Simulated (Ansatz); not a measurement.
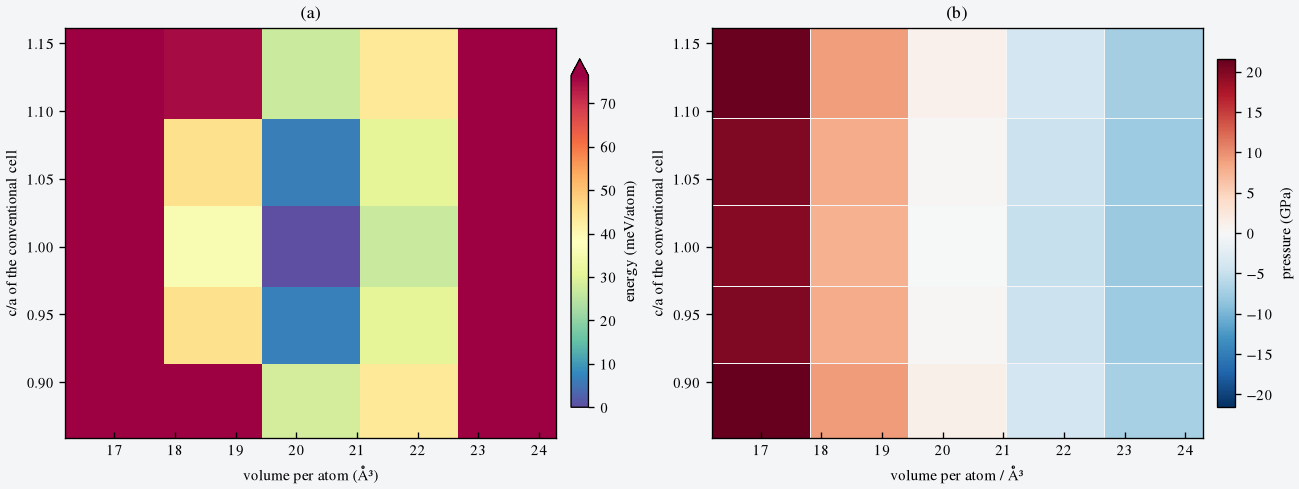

ZnSe2 (Pa-3, No. 205; 12 atoms in the cell). The energy is mapped over volume and the cell's shape. Coordinates scanned: (1) volume per atom; (2) c/a of the conventional cell. Nothing is relaxed (fractional coordinates fixed). The grid has 5 × 5 points. Points are written as (first, second). All energies are given in meV/atom relative to the lowest grid point. All numbers below come from DFT PBEsol, scalar-relativistic, plane waves, PAW (Ansatz). Settings: cutoff 520 eV, k-mesh 6×6×6, gaussian smearing 0.05 eV, no spin polarisation.

Panel (a) is the energy; panel (b) is the computed pressure, in GPa.

In the figure: one coloured cell a grid point, one colour for all values above the top of the scale.

> How does the pressure vary over the map, and what is it at the lowest grid point?

It runs from −8.0 GPa at (23.48 Å³, 1.000) to 21.6 GPa at (17.00 Å³, 0.886). At the lowest grid point, (20.24 Å³, 1.000), it is 0.0 GPa. The pressure is minus the slope of the energy with volume, so it vanishes at the true minimum, which need not be a grid point.

| c/a of the conventional cell ↓, volume per atom → | 17.00 | 18.62 | 20.24 | 21.86 | 23.48 |
| --- | --- | --- | --- | --- | --- |
| 1.128 | 21.4 | 9.0 | 1.1 | −4.0 | −7.3 |
| 1.062 | 20.1 | 8.0 | 0.3 | −4.7 | −7.8 |
| 1.000 | 19.6 | 7.6 | 0.0 | −4.9 | −8.0 |
| 0.942 | 20.1 | 8.0 | 0.3 | −4.7 | −7.8 |
| 0.886 | 21.6 | 9.2 | 1.2 | −3.9 | −7.2 |

PAW datasets: the set soft_1.
